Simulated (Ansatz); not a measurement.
# Geometry relaxation of Al5Cu3 (part 1 of 3)

The run: geometry relaxation of Al5Cu3 (slab, 16 atoms in the cell). Method and program: DFT PBEsol, scalar-relativistic, plane waves, PAW, no spin polarisation (Ansatz 0.2.0).

The structure derives from an entry of the Crystallography Open Database. It belongs to a series of runs on one base structure; here: (1 1 0) slab, atoms relaxed.

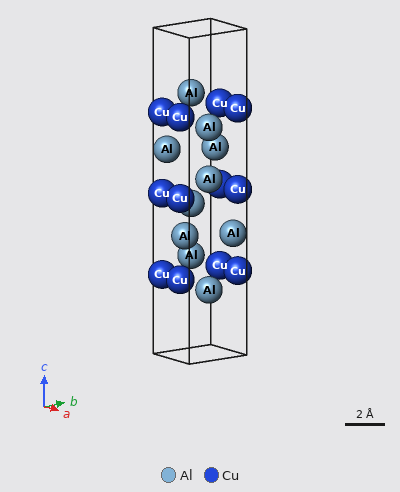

Fig. 1: The input geometry (spheres-only view of the cell of the calculation, with the vacuum cut short, seen slightly off an axis). An atom can appear more than once, as a periodic image.

**Key numbers**

- outcome: converged
- electrons treated: 144
- free energy: −44777.8352 eV
- work function, top face: 4.33 eV
- work function, bottom face: 4.33 eV
- Fermi energy: 2.511 eV
- gap on the k-point mesh: none (metallic)
- final volume: 511.74 Å³
- work function (upper face): 4.33 eV
- largest force (length of the vector) at the end: 0.002 eV/Å
- hardware: 2 threads of AMD EPYC (Zen 3), 32 GiB of memory available, shared host
- wall time: 3.9 min (CPU time 7.7 min)
- peak memory: 1.3 GiB

Warnings of the run: the exchange-correlation potential is rough where the density is thin.

**The input**
```yaml
crystal:
  lattice:
    - [4.8278486183, 0.0, 0.0]
    - [-2.4139243091, 4.2377626284, 0.0]
    - [0.0, 0.0, 25.0126472344]
  atoms:
    - { symbol: Al, position: [0.75, 0.5, 0.2998483099] }
    - { symbol: Cu, position: [0.75, 0.0, 0.3305752051] }
    - { symbol: Cu, position: [0.25, 0.0, 0.3305752051] }
    - { symbol: Al, position: [0.25, 0.5, 0.3613021002] }
    - { symbol: Al, position: [0.9093199577, 0.8186399154, 0.4152876025] }
    - { symbol: Al, position: [0.5906800423, 0.1813600846, 0.4152876025] }
    - { symbol: Al, position: [0.25, 0.5, 0.4692731049] }
    - { symbol: Cu, position: [0.25, 0.0, 0.5] }
    - { symbol: Cu, position: [0.75, 0.0, 0.5] }
    - { symbol: Al, position: [0.75, 0.5, 0.5307268951] }
    - { symbol: Al, position: [0.4093199577, 0.8186399154, 0.5847123975] }
    - { symbol: Al, position: [0.0906800423, 0.1813600846, 0.5847123975] }
    - { symbol: Al, position: [0.75, 0.5, 0.6386978998] }
    - { symbol: Cu, position: [0.75, 0.0, 0.6694247949] }
    - { symbol: Cu, position: [0.25, 0.0, 0.6694247949] }
    - { symbol: Al, position: [0.25, 0.5, 0.7001516901] }
basis:
  ecutwfc: 420
kpoints:
  mp_grid: { grid: [8, 8, 1] }
hamiltonian:
  xc: pbesol
scf:
  occupations: { method: gaussian, width: 0.1 }
output:
  forces: true
  eigenvalues: true
  write_density: true
  write_potential: true
  elf: true
  volumetric_format: npy
relax:
  adjacent_minimum: "off"
  f_tol: 0.02
  max_steps: 60
efield:
  axis: 3
  dipole_correction: true
  ramp_width: 0.04
```

Launched with:
```bash
ansatz run input.yaml --threads 2 --pin off --max-ram 5120MiB --backend cpu --events-out ev --progress --plain --runs-dir out
```

**Log**
```
Engine: ansatz 0.2.0, x86_64-unknown-linux-gnu
Pseudopotentials: kind: paw
Pseudopotential: Al, paw, valence charge 3, recommended cutoff 420 eV (normal), Al.paw.azcp
Pseudopotential: Cu, paw, valence charge 19, recommended cutoff 420 eV (normal), Cu.paw.azcp
Functional definition: PBEsol
  exchange = pbesol_x
  correlation = pbesol_c
Crystal: 16 atoms, lattice volume = 511.741 Å³
Basis set: ecut = 420 eV, 9925 PW (Γ), exchange–correlation on 72×72×360 points (8 copies of the dense FFT grid, shifted against one another)
Bands: 88, of which v1, the nominal top of the filled ones, is band 72 counted from 1 (71 counted from 0)
Symmetry: 4 space group operations
k-points: 21 of 64
Non-local potential: Al, projectors of the file, l = 0: 2, l = 1: 2, l = 2: 1
Non-local potential: Cu, projectors of the file, l = 0: 3, l = 1: 2, l = 2: 3, l = 3: 1
PAW form: soft (Blöchl's): semilocal exchange-correlation on the pseudo side does not see the compensation charge
PAW frozen core: Al, regenerated for the run's functional, and the local potential with it (the file was generated under x = pbe(κ = 0.804, μ = 0.2195149727645171), c = pbe(β = 0.06672455060314922))
PAW frozen core: Cu, regenerated for the run's functional, and the local potential with it (the file was generated under x = pbe(κ = 0.804, μ = 0.2195149727645171), c = pbe(β = 0.06672455060314922))
PAW one-centre angular grid: Al, 110 points (default); XC on 64 Gauss nodes
PAW one-centre angular grid: Cu, 590 points (default); XC on 64 Gauss nodes
Initial density: superposition of atomic densities (neutral atoms: chi_scale 0, normalization atom), corrected by the library's trained network
Initial wavefunctions: pseudopotential atomic-orbital guess
Functional: x = pbesol(κ = 0.804, μ = 0.12345679012345678), c = pbesol(β = 0.046)
SCF iter   1: F=—  HF=-44777.542844 eV  |F-HF|=—  |Δ(HF+E_count)|=         —  Δρ=4.77e-3  dr2=1.28e-1  ethr=1.77e-3  p=0.000 e·Å  D=1.64e-13 V/Å  ΔV_dip=-0.00 eV  dr2_dipole=4.54e-8  V_vac-E_F(+/−)=4.12/4.12 eV  ⟨swp⟩=8.5  Hψ=8471  notcnv=0  defer=18
efield: sawtooth ramp at fractional position 0.9800 (placed from the atoms, in the widest stretch of the axis that holds none; the zero of the levels goes with the place), width 0.0400; the density the first Hamiltonian is built on has a dipole p = 0.000 e·Å; the dipole correction subtracts the counter field D = 1.64e-13 V/Å, which shifts the + side's vacuum level by -0.00 eV against the − side's; the planar-averaged density in the ramp window peaks in size at 3.9e-5 e/Å³
preconditioner: auto → LDOS  [metal: Δε(μ)=0.032 eV  Ē_g=6.595 eV  σ=0.100 eV  W_gap=0.18  n_scr=94 (ndim 8)  ℏωp=16.1 eV  f_vac=0.486  D(μ)=5.88/eV (n_scr^D=10)  β→1.0]
SCF iter   2: F=—  HF=-44777.648237 eV  |F-HF|=—  |Δ(HF+E_count)|=   1.05e-1  Δρ=1.35e-2  dr2=5.45e-1  ethr=8.87e-5  p=0.000 e·Å  D=5.81e-6 V/Å  ΔV_dip=-0.00 eV  dr2_dipole=5.55e-9  V_vac-E_F(+/−)=4.14/4.14 eV  ⟨swp⟩=2.0  Hψ=3819  notcnv=0  defer=171
SCF iter   3: F=—  HF=-44777.534100 eV  |F-HF|=—  |Δ(HF+E_count)|=   1.14e-1  Δρ=2.66e-3  dr2=2.37e-2  ethr=8.87e-5  p=0.000 e·Å  D=3.53e-6 V/Å  ΔV_dip=-0.00 eV  dr2_dipole=2.19e-8  V_vac-E_F(+/−)=4.11/4.11 eV  ⟨swp⟩=2.0  Hψ=3319  notcnv=0  defer=171
SCF iter   4: F=—  HF=-44777.531170 eV  |F-HF|=—  |Δ(HF+E_count)|=   2.93e-3  Δρ=9.95e-4  dr2=3.11e-3  ethr=1.65e-5  p=0.000 e·Å  D=4.45e-7 V/Å  ΔV_dip=-0.00 eV  dr2_dipole=1.38e-9  V_vac-E_F(+/−)=4.13/4.13 eV  ⟨swp⟩=2.0  Hψ=2933  notcnv=0  defer=79
SCF iter   5: F=—  HF=-44777.530756 eV  |F-HF|=—  |Δ(HF+E_count)|=   4.14e-4  Δρ=7.04e-4  dr2=1.67e-3  ethr=2.16e-6  p=0.000 e·Å  D=6.68e-7 V/Å  ΔV_dip=-0.00 eV  dr2_dipole=2.57e-9  V_vac-E_F(+/−)=4.13/4.13 eV  ⟨swp⟩=2.3  Hψ=3202  notcnv=0  defer=79
SCF iter   6: F=—  HF=-44777.530483 eV  |F-HF|=—  |Δ(HF+E_count)|=   2.72e-4  Δρ=1.01e-4  dr2=4.78e-5  ethr=1.16e-6  p=0.000 e·Å  D=3.53e-7 V/Å  ΔV_dip=-0.00 eV  dr2_dipole=1.59e-10  V_vac-E_F(+/−)=4.13/4.13 eV  ⟨swp⟩=2.0  Hψ=2376  notcnv=0  defer=79
SCF iter   7: F=-44777.530468 eV  HF=-44777.530474 eV  |F-HF|=6.41e-6  |Δ(HF+E_count)|=   8.99e-6  Δρ=3.95e-5  dr2=6.62e-6  ethr=6.94e-9  p=0.000 e·Å  D=2.93e-7 V/Å  ΔV_dip=-0.00 eV  dr2_dipole=1.53e-10  V_vac-E_F(+/−)=4.13/4.13 eV  ⟨swp⟩=23.9  Hψ=20524  notcnv=0
SCF 1 converged in 7 iterations: F = -44777.530468 eV  dr2 = 6.62e-6
  greatest PAW one-centre occupation: 1.000 electrons in one spin orbital (limit 2), on the Cu atom at site 14 (counted from 0), in its partial waves of l = 0
relax step   1: F+E_penalty+E_count = -44777.53046807 eV  Δ(F+E_penalty+E_count) = +0.000e0 eV  max|allowed force component| = 8.516e-1 eV/Å  Δτ_max = 0.0000 Å  (7 SCF iters, dr2 threshold 1.00e-5 eV, accepted)
Initial density: handed on by an earlier stage of this run
Initial wavefunctions: those handed on with the density
iter 1 solved again at ethr=5.16e-5 eV; its pass at ethr=3.10e-3 eV (dr2=7.43e-2 eV) is discarded
SCF iter   1: F=—  HF=-44777.802806 eV  |F-HF|=—  |Δ(HF+E_count)|=         —  Δρ=3.25e-3  dr2=7.68e-2  ethr=5.16e-5  p=0.000 e·Å  D=2.93e-7 V/Å  ΔV_dip=-0.00 eV  dr2_dipole=1.50e-10  V_vac-E_F(+/−)=4.16/4.16 eV  ⟨swp⟩=1.9  Hψ=7318  notcnv=0  defer=164
efield: sawtooth ramp at fractional position 0.9800 (handed on by an earlier solve), width 0.0400; the density the first Hamiltonian is built on has a dipole p = 0.000 e·Å; the dipole correction subtracts the counter field D = 2.93e-7 V/Å, which shifts the + side's vacuum level by -0.00 eV against the − side's; the planar-averaged density in the ramp window peaks in size at 1.3e-5 e/Å³
preconditioner: auto → LDOS  [metal: Δε(μ)=0.094 eV  Ē_g=6.708 eV  σ=0.100 eV  W_gap=0.48  n_scr=94 (ndim 8)  ℏωp=16.1 eV  f_vac=0.495  D(μ)=4.20/eV (n_scr^D=8)  β→1.0]
SCF iter   2: F=—  HF=-44777.802508 eV  |F-HF|=—  |Δ(HF+E_count)|=   2.98e-4  Δρ=4.79e-3  dr2=7.93e-2  ethr=5.16e-5  p=-0.000 e·Å  D=-5.19e-7 V/Å  ΔV_dip=0.00 eV  dr2_dipole=2.29e-10  V_vac-E_F(+/−)=4.22/4.22 eV  ⟨swp⟩=2.0  Hψ=3079  notcnv=0  defer=164
SCF iter   3: F=—  HF=-44777.794410 eV  |F-HF|=—  |Δ(HF+E_count)|=   8.10e-3  Δρ=3.89e-3  dr2=4.72e-2  ethr=5.16e-5  p=0.000 e·Å  D=2.78e-7 V/Å  ΔV_dip=-0.00 eV  dr2_dipole=1.89e-10  V_vac-E_F(+/−)=4.21/4.21 eV  ⟨swp⟩=2.0  Hψ=3113  notcnv=0  defer=166
SCF iter   4: F=—  HF=-44777.786390 eV  |F-HF|=—  |Δ(HF+E_count)|=   8.02e-3  Δρ=1.15e-3  dr2=4.13e-3  ethr=3.28e-5  p=0.000 e·Å  D=1.34e-7 V/Å  ΔV_dip=-0.00 eV  dr2_dipole=7.97e-12  V_vac-E_F(+/−)=4.24/4.24 eV  ⟨swp⟩=2.1  Hψ=2578  notcnv=0  defer=161
SCF iter   5: F=—  HF=-44777.785548 eV  |F-HF|=—  |Δ(HF+E_count)|=   8.42e-4  Δρ=1.78e-4  dr2=1.20e-4  ethr=2.87e-6  p=0.000 e·Å  D=1.08e-8 V/Å  ΔV_dip=-0.00 eV  dr2_dipole=5.90e-12  V_vac-E_F(+/−)=4.25/4.25 eV  ⟨swp⟩=2.0  Hψ=2548  notcnv=0  defer=161
SCF iter   6: F=-44777.785526 eV  HF=-44777.785528 eV  |F-HF|=2.12e-6  |Δ(HF+E_count)|=   1.97e-5  Δρ=3.15e-5  dr2=3.90e-6  ethr=3.15e-8  p=-0.000 e·Å  D=-7.62e-8 V/Å  ΔV_dip=0.00 eV  dr2_dipole=4.10e-12  V_vac-E_F(+/−)=4.25/4.25 eV  ⟨swp⟩=25.6  Hψ=20659  notcnv=0
SCF 2 converged in 6 iterations: F = -44777.785526 eV  dr2 = 3.90e-6
  greatest PAW one-centre occupation: 1.000 electrons in one spin orbital (limit 2), on the Cu atom at site 1 (counted from 0), in its partial waves of l = 0
relax step   2: F+E_penalty+E_count = -44777.78552601 eV  Δ(F+E_penalty+E_count) = -2.551e-1 eV  max|allowed force component| = 3.074e-1 eV/Å  Δτ_max = 0.1937 Å  (6 SCF iters, dr2 threshold 4.53e-5 eV, accepted)
SCF iter   1: F=—  HF=-44777.842906 eV  |F-HF|=—  |Δ(HF+E_count)|=         —  Δρ=1.91e-3  dr2=5.16e-2  ethr=2.06e-4  p=-0.000 e·Å  D=-7.61e-8 V/Å  ΔV_dip=0.00 eV  dr2_dipole=6.50e-12  V_vac-E_F(+/−)=4.27/4.27 eV  ⟨swp⟩=4.0  Hψ=4268  notcnv=0  defer=177
efield: sawtooth ramp at fractional position 0.9800 (handed on by an earlier solve), width 0.0400; the density the first Hamiltonian is built on has a dipole p = -0.000 e·Å; the dipole correction subtracts the counter field D = -7.61e-8 V/Å, which shifts the + side's vacuum level by +0.00 eV against the − side's; the planar-averaged density in the ramp window peaks in size at 1.3e-5 e/Å³
preconditioner: auto → LDOS  [metal: Δε(μ)=0.024 eV  Ē_g=6.788 eV  σ=0.100 eV  W_gap=0.13  n_scr=94 (ndim 8)  ℏωp=16.1 eV  f_vac=0.499  D(μ)=5.18/eV (n_scr^D=10)  β→1.0]
SCF iter   2: F=—  HF=-44777.835281 eV  |F-HF|=—  |Δ(HF+E_count)|=   7.63e-3  Δρ=1.80e-3  dr2=1.41e-2  ethr=3.58e-5  p=0.000 e·Å  D=1.71e-7 V/Å  ΔV_dip=-0.00 eV  dr2_dipole=7.12e-11  V_vac-E_F(+/−)=4.34/4.34 eV  ⟨swp⟩=2.0  Hψ=3150  notcnv=0  defer=172
SCF iter   3: F=—  HF=-44777.835507 eV  |F-HF|=—  |Δ(HF+E_count)|=   2.27e-4  Δρ=2.23e-3  dr2=1.50e-2  ethr=9.81e-6  p=-0.000 e·Å  D=-3.21e-7 V/Å  ΔV_dip=0.00 eV  dr2_dipole=3.23e-11  V_vac-E_F(+/−)=4.32/4.32 eV  ⟨swp⟩=2.9  Hψ=3976  notcnv=0  defer=172
SCF iter   4: F=—  HF=-44777.832679 eV  |F-HF|=—  |Δ(HF+E_count)|=   2.83e-3  Δρ=5.91e-4  dr2=1.17e-3  ethr=9.81e-6  p=-0.000 e·Å  D=-4.73e-8 V/Å  ΔV_dip=0.00 eV  dr2_dipole=3.34e-12  V_vac-E_F(+/−)=4.34/4.34 eV  ⟨swp⟩=2.0  Hψ=2332  notcnv=0  defer=172
SCF iter   5: F=—  HF=-44777.832520 eV  |F-HF|=—  |Δ(HF+E_count)|=   1.59e-4  Δρ=1.13e-4  dr2=4.32e-5  ethr=8.09e-7  p=0.000 e·Å  D=4.99e-9 V/Å  ΔV_dip=-0.00 eV  dr2_dipole=1.68e-13  V_vac-E_F(+/−)=4.34/4.34 eV  ⟨swp⟩=2.5  Hψ=3197  notcnv=0  defer=172
SCF iter   6: F=—  HF=-44777.832518 eV  |F-HF|=—  |Δ(HF+E_count)|=   2.07e-6  Δρ=5.66e-5  dr2=1.09e-5  ethr=3.00e-8  p=0.000 e·Å  D=1.47e-8 V/Å  ΔV_dip=-0.00 eV  dr2_dipole=2.73e-13  V_vac-E_F(+/−)=4.34/4.34 eV  ⟨swp⟩=2.9  Hψ=3518  notcnv=0  defer=172
SCF iter   7: F=-44777.832518 eV  HF=-44777.832518 eV  |F-HF|=1.18e-7  |Δ(HF+E_count)|=   5.15e-7  Δρ=1.63e-5  dr2=1.01e-6  ethr=4.10e-9  p=0.000 e·Å  D=1.06e-8 V/Å  ΔV_dip=-0.00 eV  dr2_dipole=7.12e-15  V_vac-E_F(+/−)=4.34/4.34 eV  ⟨swp⟩=23.1  Hψ=19499  notcnv=0
SCF 3 converged in 7 iterations: F = -44777.832518 eV  dr2 = 1.01e-6
relax step   3: F+E_penalty+E_count = -44777.83251754 eV  Δ(F+E_penalty+E_count) = -4.699e-2 eV  max|allowed force component| = 5.051e-2 eV/Å  Δτ_max = 0.1038 Å  (7 SCF iters, dr2 threshold 5.90e-6 eV, accepted)
```
